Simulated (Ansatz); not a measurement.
# Al3P5: a trial structure relaxed, part 3 of 3

Where does this trial cell of Al3P5 go when cell and atoms are let free?

Ansatz 0.2.0; DFT PBE, scalar-relativistic, plane waves, PAW. Earlier steps stand in the parts before.

## Step 4: Final relaxation

The end of the coarse run is made exact in the group found at a tolerance of 0.06 Å and reduced to its primitive cell.

Input file input.yaml:

```yaml
crystal:
  lattice:
    - [5.0486495042, 0.0, 0.0]
    - [0.0, 5.0486495042, 0.0]
    - [0.0, 0.0, 5.0486495042]
  atoms:
    - { symbol: Al, position: [0.5, 0.0, 0.0] }
    - { symbol: Al, position: [0.0, 0.5, 0.0] }
    - { symbol: Al, position: [0.0, 0.0, 0.5] }
    - { symbol: P, position: [0.0, 0.5, 0.5] }
    - { symbol: P, position: [0.5, 0.0, 0.5] }
    - { symbol: P, position: [0.5, 0.5, 0.0] }
    - { symbol: P, position: [0.5, 0.5, 0.5] }
    - { symbol: P, position: [0.0, 0.0, 0.0] }
basis:
  ecutwfc: 420
kpoints:
  mp_grid: { grid: [8, 8, 8] }
hamiltonian:
  xc: pbe
scf:
  occupations: { method: gaussian, width: 0.1 }
output:
  forces: true
  stress: true
  eigenvalues: true
  write_density: true
  write_potential: true
  elf: true
  volumetric_format: npy
relax:
  adjacent_minimum: "off"
  f_tol: 0.01
  max_steps: 80
  cell: { stress_tol: 0.05 }
```

The run is started by

```bash
> ansatz run input.yaml --threads 1 --pin off --max-ram 2048MiB --backend cpu --events-out ev --progress --plain --runs-dir out
```

Standard output:

```text
Warning: RAYON_NUM_THREADS=1 ignored (pool sized by the plan → 1); use --threads N
Engine: ansatz 0.2.0, x86_64-unknown-linux-gnu
Pseudopotentials: kind: paw
Pseudopotential: Al, paw, valence charge 3, recommended cutoff 420 eV (normal), Al.paw.azcp
Pseudopotential: P, paw, valence charge 5, recommended cutoff 420 eV (normal), P.paw.azcp
Functional definition: PBE
  parameter kappa = 0.804
  parameter beta = 0.06672455060314922
  exchange = pbe_x(kappa = kappa, mu = beta*pi^2/3)
  correlation = pbe_c(beta = beta)
Crystal: 8 atoms, lattice volume = 128.684 Å³
Basis set: ecut = 420 eV, 2517 PW (Γ), exchange–correlation on 72×72×72 points (8 copies of the dense FFT grid, shifted against one another)
Bands: 25, of which v1, the nominal top of the filled ones, is band 17 counted from 1 (16 counted from 0)
Symmetry: 48 space group operations
Space group: Pm-3m (ITA 221), of the structure as read, at distance tolerance 5.0e-5 Å
k-points: 35 of 512
Non-local potential: Al, projectors of the file, l = 0: 2, l = 1: 2, l = 2: 1
Non-local potential: P, projectors of the file, l = 0: 2, l = 1: 2, l = 2: 2
PAW form: soft (Blöchl's): semilocal exchange-correlation on the pseudo side does not see the compensation charge
PAW one-centre angular grid: Al, 110 points (default); XC on 64 Gauss nodes
PAW one-centre angular grid: P, 110 points (default); XC on 64 Gauss nodes
Initial density: superposition of atomic densities (neutral atoms: chi_scale 0, normalization atom), corrected by the library's trained network
Initial wavefunctions: pseudopotential atomic-orbital guess
Functional: x = pbe(κ = 0.804, μ = 0.2195149727645171), c = pbe(β = 0.06672455060314922)
SCF iter   1: F=—  HF=-5392.513413 eV  |F-HF|=—  |Δ(HF+E_count)|=         —  Δρ=3.14e-3  dr2=2.81e-2  ethr=1.77e-3  ⟨swp⟩=9.7  Hψ=6091  notcnv=0  defer=3
preconditioner: auto → Kerker (q_TF=auto, 2.185 Å⁻¹)  [metal: Δε(μ)=0.038 eV  Ē_g=8.548 eV  σ=0.100 eV  W_gap=0.20  n_scr=26 (ndim 8)  ℏωp=19.1 eV  f_vac=0.000  D(μ)=3.32/eV (n_scr^D=26)]
SCF iter   2: F=—  HF=-5392.509967 eV  |F-HF|=—  |Δ(HF+E_count)|=   3.45e-3  Δρ=1.34e-3  dr2=3.34e-3  ethr=8.27e-5  ⟨swp⟩=1.3  Hψ=1205  notcnv=0  defer=7
SCF iter   3: F=—  HF=-5392.509770 eV  |F-HF|=—  |Δ(HF+E_count)|=   1.97e-4  Δρ=4.53e-4  dr2=2.62e-4  ethr=9.82e-6  ⟨swp⟩=2.3  Hψ=1237  notcnv=0  defer=7
SCF iter   4: F=—  HF=-5392.509791 eV  |F-HF|=—  |Δ(HF+E_count)|=   2.09e-5  Δρ=6.45e-5  dr2=5.97e-6  ethr=7.71e-7  ⟨swp⟩=2.1  Hψ=1378  notcnv=0  defer=7
SCF iter   5: F=—  HF=-5392.510260 eV  |F-HF|=—  |Δ(HF+E_count)|=   4.70e-4  Δρ=1.27e-5  dr2=2.05e-7  ethr=1.75e-8  ⟨swp⟩=2.3  Hψ=1323  notcnv=0  defer=7
SCF iter   6: F=-5392.510260 eV  HF=-5392.510260 eV  |F-HF|=2.77e-9  |Δ(HF+E_count)|=   8.86e-9  Δρ=2.29e-6  dr2=7.56e-9  ethr=2.94e-10  ⟨swp⟩=14.2  Hψ=6575  notcnv=0
SCF 1 converged in 6 iterations: F = -5392.510260 eV  dr2 = 7.56e-9
relax step   1: F+E_penalty+E_count = -5392.51026040 eV  Δ(F+E_penalty+E_count) = +0.000e0 eV  max|allowed force component| = 1.890e-29 eV/Å  Δτ_max = 0.0000 Å  P = -0.087 GPa  Ω = 128.684 Å³  (6 SCF iters, dr2 threshold 1.00e-7 eV, accepted)
Crystal: 8 atoms, lattice volume = 128.592 Å³
Initial density: handed on by an earlier stage of this run
Initial wavefunctions: those handed on with the density
iter 1 solved again at ethr=1.18e-8 eV; its pass at ethr=3.10e-3 eV (dr2=4.01e-6 eV) is discarded
SCF iter   1: F=—  HF=-5392.509842 eV  |F-HF|=—  |Δ(HF+E_count)|=         —  Δρ=3.73e-5  dr2=4.12e-6  ethr=1.18e-8  ⟨swp⟩=2.1  Hψ=4979  notcnv=0
preconditioner: auto → Kerker (q_TF=auto, 2.186 Å⁻¹)  [metal: Δε(μ)=0.052 eV  Ē_g=8.548 eV  σ=0.100 eV  W_gap=0.28  n_scr=26 (ndim 8)  ℏωp=19.1 eV  f_vac=0.000  D(μ)=3.40/eV (n_scr^D=26)]
SCF iter   2: F=—  HF=-5392.510307 eV  |F-HF|=—  |Δ(HF+E_count)|=   4.65e-4  Δρ=1.99e-5  dr2=7.86e-7  ethr=1.18e-8  ⟨swp⟩=2.2  Hψ=1304  notcnv=0
SCF iter   3: F=—  HF=-5392.510307 eV  |F-HF|=—  |Δ(HF+E_count)|=   1.31e-7  Δρ=6.09e-6  dr2=5.22e-8  ethr=2.31e-9  ⟨swp⟩=2.1  Hψ=1423  notcnv=0
SCF iter   4: F=-5392.510307 eV  HF=-5392.510307 eV  |F-HF|=9.49e-10  |Δ(HF+E_count)|=   1.00e-8  Δρ=1.26e-6  dr2=2.44e-9  ethr=5.60e-11  ⟨swp⟩=9.2  Hψ=5232  notcnv=0
SCF 2 converged in 4 iterations: F = -5392.510307 eV  dr2 = 2.44e-9
relax step   2: F+E_penalty+E_count = -5392.51030707 eV  Δ(F+E_penalty+E_count) = -4.667e-5 eV  max|allowed force component| = 3.386e-30 eV/Å  Δτ_max = 0.0000 Å  P = -0.013 GPa  Ω = 128.592 Å³  energy of the carried Pulay correction = +1.788e-5 eV  (4 SCF iters, dr2 threshold 1.91e-8 eV, accepted)
Initial wavefunctions: pseudopotential atomic-orbital guess (no wavefunctions were taken with the density)
iter 1 solved again at ethr=2.86e-7 eV; its pass at ethr=3.10e-3 eV (dr2=9.71e-5 eV) is discarded
SCF iter   1: F=—  HF=-5392.509796 eV  |F-HF|=—  |Δ(HF+E_count)|=         —  Δρ=3.26e-6  dr2=9.04e-9  ethr=2.86e-7  ⟨swp⟩=3.0  Hψ=8128  notcnv=0
eigensolver tolerance schedule: the retry pair's looser diagonalisation over-reported the residual by 10737.07 of it (diagonalisation noise at 91.42 of the residual, at the tolerance the schedule requests for it); recorded, not acted on — ethr = c·dr2/N_el stays at c = 1.0e-1
SCF iter   2: F=—  HF=-5392.510264 eV  |F-HF|=—  |Δ(HF+E_count)|=   4.67e-4  Δρ=1.64e-6  dr2=2.87e-9  ethr=2.66e-11  ⟨swp⟩=3.2  Hψ=2033  notcnv=0
SCF iter   3: F=—  HF=-5392.510264 eV  |F-HF|=—  |Δ(HF+E_count)|=  4.09e-10  Δρ=1.17e-6  dr2=1.42e-9  ethr=8.45e-12  ⟨swp⟩=1.1  Hψ=877  notcnv=0
SCF iter   4: F=—  HF=-5392.510264 eV  |F-HF|=—  |Δ(HF+E_count)|=  8.66e-10  Δρ=4.02e-7  dr2=2.09e-10  ethr=4.19e-12  ⟨swp⟩=2.0  Hψ=1466  notcnv=0
SCF iter   5: F=-5392.510264 eV  HF=-5392.510264 eV  |F-HF|=7.28e-12  |Δ(HF+E_count)|=  2.91e-11  Δρ=2.82e-7  dr2=7.36e-11  ethr=1.00e-12  ⟨swp⟩=8.8  Hψ=4618  notcnv=0
SCF 3 converged in 5 iterations: F = -5392.510264 eV  dr2 = 7.36e-11
relax step   3: F+E_penalty+E_count = -5392.51026377 eV  Δ(F+E_penalty+E_count) = +4.329e-5 eV  max|allowed force component| = 1.290e-30 eV/Å  Δτ_max = 0.0000 Å  P = -0.013 GPa  Ω = 128.592 Å³  stress off target by 1.33e-2 GPa  SCF on the basis re-selected at this cell (its energy is not comparable with the rows above)  (5 SCF iters)
basis re-selected at this cell: Δ(F+E_penalty+E_count) = +4.329e-5 eV, ΔP = -0.000 GPa vs the last step (what re-selecting the basis moved, of the pressure what is left beyond the Pulay correction that the steps carried, after the strain that the cell walked since its last selection, with what the two solves' SCF thresholds leave and, on support functions, any second-order correction that the steps lacked; it is no measure of the basis error at this ecutwfc). This SCF's stress stands 1.33e-2 GPa from its target on what of the cell is left free (relax.cell.stress_tol is 5.00e-2 GPa) and its largest allowed force component is 1.29e-30 eV/Å (relax.f_tol is 1.00e-2 eV/Å): within both
SCF converged after 5 iterations
Free energy (F): -5392.510264 eV
Harris-Foulkes:  -5392.510264 eV  (|F-HF|=7.28e-12)
Internal energy: -5392.493250 eV  (E = F + TS)
E sigma→0 (E₀):  -5392.501757 eV
Entropy (-TS):   -0.017013 eV (-2.127 meV/atom)
Fermi energy:    8.582146 eV
--- Per-component energies (eV) ---
  E_band       = 105.022296
  E_kinetic    = 423.632634
  E_local      = -196.772177  (includes V_loc(G=0)·N_el)
  E_nonlocal   = 198.514433
  E_hartree    = 60.996770
  E_xc         = -429.053089
  E_vxc        = -394.293132  (∫ρ·V_xc dr)
  E_paw        = -4248.086389  (= ΣΔE_a)
  E_vpaw       = -48.053081  (= ΣTr[D̂ρ^β])
  E_aug_tail   = 0.000010  (compensation charges beyond the density's cutoff)
  E_ewald      = -1201.725441
  E_smearing   = -0.017013  (= −TS)
  E_closure    = 0.000000  (closes the sum)
  Σ components = -5392.510264   (vs F -5392.510264, Δ=0.00e0)
--- Forces (eV/Å), atoms counted from 1 ---
  atom   1  Al    -0.00000000     0.00000000     0.00000000
  atom   2  Al    -0.00000000    -0.00000000     0.00000000
  atom   3  Al     0.00000000    -0.00000000     0.00000000
  atom   4  P      0.00000000    -0.00000000     0.00000000
  atom   5  P     -0.00000000     0.00000000    -0.00000000
  atom   6  P     -0.00000000     0.00000000     0.00000000
  atom   7  P     -0.00000000     0.00000000     0.00000000
  atom   8  P      0.00000000    -0.00000000     0.00000000
  max |Σ_I F_I| component: 2.30e-30 eV/Å
--- Stress (GPa, compression-positive) ---
       -0.013315       0.000000       0.000000
        0.000000      -0.013315       0.000000
        0.000000       0.000000      -0.013315
  P = ⅓ Tr σ = -0.0133 GPa (-0.133 kbar)
--- Band table (eV; the first three rows and the last of 35) ---
  k-point 0: bands = ["-5.5269", "-1.9926", "-1.3034", "-1.3034", "1.8672", "1.8672", "1.8672", "1.9921", "4.9623", "4.9623", "4.9623", "5.7844", "5.7844", "5.7844", "6.9996", "6.9996", "8.4206", "8.4206", "8.4206", "10.4985", "10.4985", "10.4985", "11.4056", "14.1123", "14.1123"]
  k-point 1: bands = ["-5.4531", "-2.1056", "-1.4686", "-1.2737", "1.6521", "1.9372", "1.9372", "2.4203", "4.8511", "4.8511", "5.1056", "5.1733", "5.7089", "5.7089", "7.3747", "7.7979", "8.0167", "8.2173", "8.2173", "10.5808", "10.9276", "10.9276", "11.9149", "13.6172", "13.8283"]
  k-point 2: bands = ["-5.2400", "-2.6383", "-1.4487", "-1.1984", "1.1246", "2.1401", "2.1401", "3.3937", "4.4060", "4.4343", "4.4343", "5.5462", "5.7497", "5.7497", "7.2075", "7.7395", "7.7395", "8.3790", "9.1297", "10.8256", "11.5930", "12.0203", "12.0203", "13.0638", "13.1821"]
  k-point 34: bands = ["-2.9573", "-2.3308", "-2.3308", "-2.3308", "-1.9682", "1.0339", "1.0339", "1.0339", "7.8567", "7.8567", "8.0116", "8.0116", "8.0116", "8.0994", "8.0994", "8.0994", "8.2775", "8.2775", "8.2775", "10.0106", "11.7917", "11.7917", "11.7917", "11.8162", "11.8162"]
--- Relaxed structure (2 steps of the walk, 2 accepted, 1 SCFs on fresh bases) ---
  F+E_penalty+E_count = -5392.51026377 eV   max|allowed force component| = 1.290e-30 eV/Å   (the final SCF, on the basis selected at the relaxed cell)
  cell:  # Å, volume = 128.5923 Å³
    - [5.047446276402224, -3.851859888774472e-34, 0.0]
    - [-3.851859888774472e-34, 5.047446276402224, 0.0]
    - [0.0, 0.0, 5.047446276402224]
  atoms:
    - { symbol: Al, position: [0.5, -5.960535655330461e-36, 9.934226092217435e-38] }
    - { symbol: Al, position: [-7.649354091007432e-36, 0.5, 2.4835565230543593e-36] }
    - { symbol: Al, position: [5.861193394408288e-36, 3.973690436886972e-37, 0.5] }
    - { symbol: P, position: [2.652438366622056e-35, 0.5, 0.5] }
    - { symbol: P, position: [0.5, -9.934226092217433e-36, 0.5] }
    - { symbol: P, position: [0.5, 0.5, -6.953958264552207e-37] }
    - { symbol: P, position: [0.5, 0.5, 0.5] }
    - { symbol: P, position: [-1.639147305215877e-35, 4.371059480575672e-36, 8.940803482995692e-37] }
```

It took 23 s on 1 thread of Intel Xeon Platinum 8259CL at 2.50GHz (Skylake/Cascade Lake), shared host; peak memory 0.47 GiB.

Step by step:

| step | energy from step 1 (eV/cell) | largest force component (eV/Å) | pressure (GPa) | volume (Å³) |
| --- | --- | --- | --- | --- |
| 1 | 0.0000 | 0.0000 | -0.09 | 128.68 |
| 2 | 0.0000 | 0.0000 | -0.01 | 128.59 |
| 3 | 0.0000 | 0.0000 | -0.01 | 128.59 |

Step 1 is the start. Step 3 repeats the geometry before it on a plane-wave basis chosen anew for that cell, so its energy need not be comparable with the rows above.

|  | before | after | change |
| --- | --- | --- | --- |
| a (Å) | 5.049 | 5.047 | 0.0 % |
| b (Å) | 5.049 | 5.047 | 0.0 % |
| c (Å) | 5.049 | 5.047 | 0.0 % |
| volume (Å³/atom) | 16.09 | 16.07 | -0.1 % |
| shortest distance (Å) | 2.524 | 2.524 | 0.0 % |
| space group (0.01 Å) | Pm-3m | Pm-3m | same |

The run keeps the 48 symmetry operations of the start, so it could not have lowered the symmetry.

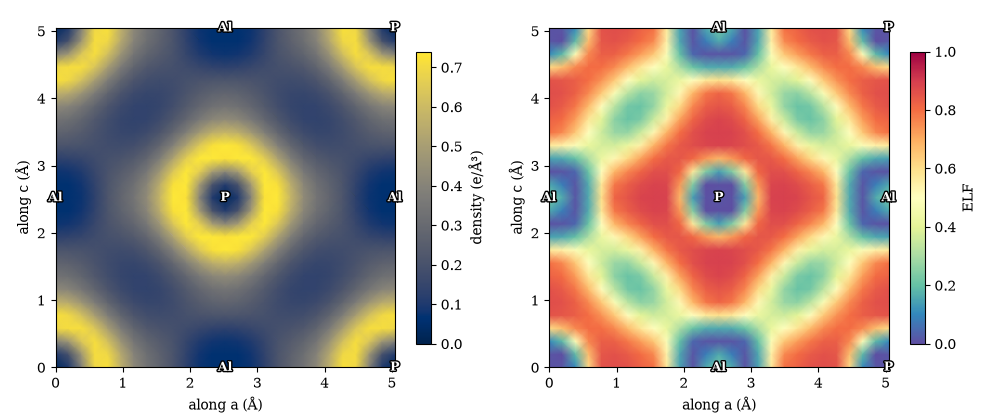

Density (left) and ELF (right) in a lattice plane of the grid's cell (edges 5.05 and 5.05 Å, at 0.000 of the third edge), which holds Al and P. Only atoms in the plane are labelled. Both are smooth fields of the valence electrons: close to the nuclei they are not physical.

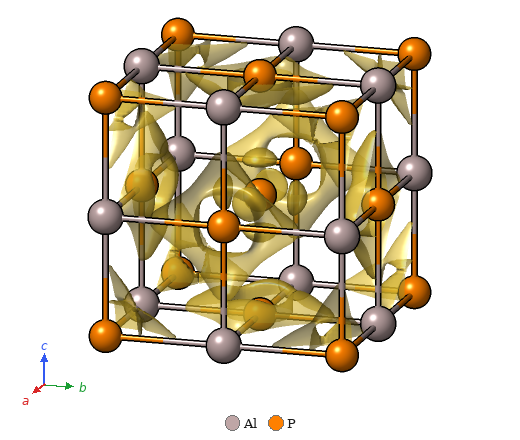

Surface of ELF = 0.80, drawn in one cell.

Maxima of ELF outside the ion cores: 0.89 on the P–Al line, 1.0 Å from P; 0.86 in the shell around P, 0.8 Å from P.

## Step 5: Variant: ecutwfc 500 eV, preconditioner resta

Changes to input.yaml since step 4:

```diff
@@ -15,3 +15,3 @@
 basis:
-  ecutwfc: 420
+  ecutwfc: "500 eV"
 kpoints:
@@ -22,10 +22,7 @@
   occupations: { method: gaussian, width: 0.1 }
+  mixing: { preconditioner: resta }
 output:
   forces: true
+  eigenvalues: true
   stress: true
-  eigenvalues: true
-  write_density: true
-  write_potential: true
-  elf: true
-  volumetric_format: npy
 relax:
```

The run is started by

```bash
> ansatz run input.yaml --threads 1 --pin off --max-ram 2048MiB --backend cpu --events-out ev --progress --plain --runs-dir out
```

Standard output, shortened:

```text
Warning: RAYON_NUM_THREADS=1 ignored (pool sized by the plan → 1); use --threads N
[...]
[... 4 set-up lines as earlier in the session ...]
[...]
Crystal: 8 atoms, lattice volume = 128.684 Å³
[...]
    - { symbol: Al, position: [1.1921071310660928e-36, 1.12256754842057e-35, 0.49999999999999994] }
    - { symbol: P, position: [2.3444773577633148e-35, 0.49999999999999994, 0.49999999999999994] }
    - { symbol: P, position: [0.49999999999999994, -1.261646713711614e-35, 0.49999999999999994] }
    - { symbol: P, position: [0.49999999999999994, 0.49999999999999994, 7.947380873773948e-37] }
    - { symbol: P, position: [0.49999999999999994, 0.49999999999999994, 0.49999999999999994] }
    - { symbol: P, position: [-2.4239511665010543e-35, 8.841461222073517e-36, 7.947380873773948e-37] }
```

Run time: 30 s. Hardware: 1 thread of Intel Xeon Platinum 8259CL at 2.50GHz (Skylake/Cascade Lake), shared host; peak memory 0.5 GiB.

| run | ending | energy change | pressure (GPa) | gap (eV) | force (eV/Å) | cycles | time |
| --- | --- | --- | --- | --- | --- | --- | --- |
| step 4 | converged | 0 | 0.0 | 0.00 | 0.00 | - | 23 s |
| variant | converged | -0.3 meV/atom | 0.0 | 0.00 | 0.00 | - | 30 s |

Changing the cutoff and mixing leaves the energy as it was (-0.3 meV/atom).

## Step 6: Results

This closing draws on all 3 parts. Changes of volume or cell count from the first structure of part 1.

```
                              quantity                                                                      value
symmetry at the end (tolerance 0.05 Å)                                                space group Pm-3m (No. 221)
                     conventional cell  a = 5.047 Å, b = 5.047 Å, c = 5.047 Å, α = 90.00°, β = 90.00°, γ = 90.00°
                                volume                                                              16.07 Å³/atom
     energy over the elements, black P                                                              -0.20 eV/atom
                       gap on the mesh                                                               none (metal)
```

**Reading.** The space group Pm-3m (No. 221) is kept, and the volume per atom shrinks by 22.4 % from the first guess. It lies below the elements, which doesn't yet make it stable: competing phases were not computed in this session. No finished test with a distortion of lower symmetry is shown, so the end may be a saddle point.
